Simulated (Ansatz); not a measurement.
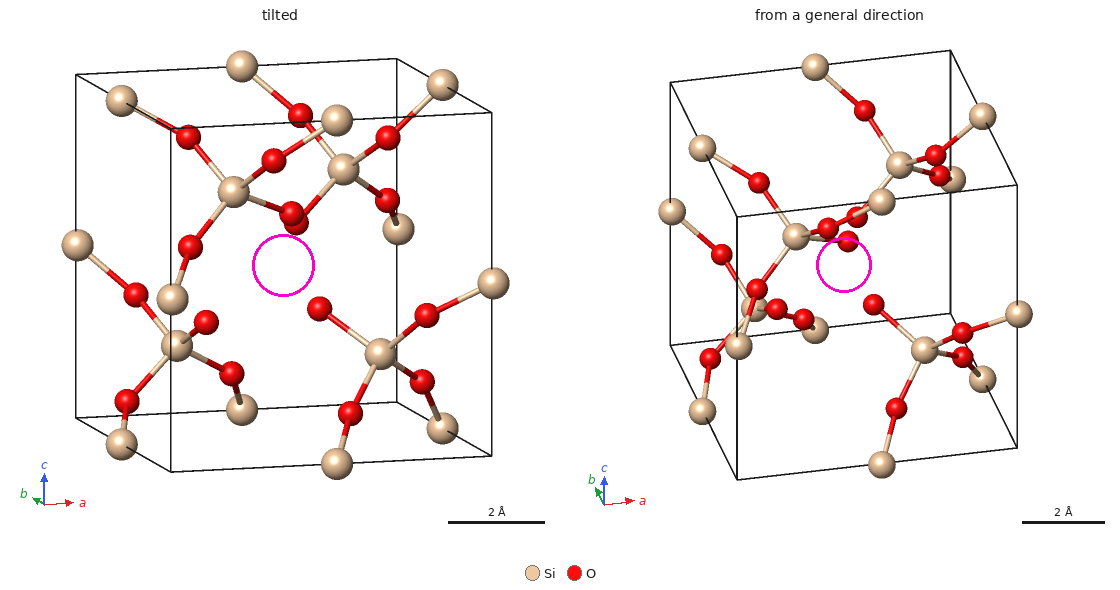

A ball-and-stick picture of a crystal structure, seen slightly off an axis and from a general direction. Atoms at the boundary of the supercell (the box) are drawn once for each face, edge or corner they touch. The host is SiO2, in a cell of 24 sites, and the cell is neutral. A ring marks the defect's site.

**What imperfection does the supercell contain?**

A silicon vacancy. Around the empty site lie two O at about 1.2 to 1.4 Å.

Run with Ansatz 0.2.0, DFT PBEsol, scalar-relativistic, plane waves, PAW and these settings: 420 eV cutoff, Brillouin-zone sampling on a 2×2×2 mesh, Gaussian smearing of 0.02 eV, collinear spins.

**Does the defective cell carry a moment?**

Yes, 4.0 μB in the cell.

The atoms were relaxed in the host's cell with DFT PBEsol, scalar-relativistic, plane waves, PAW (Ansatz).
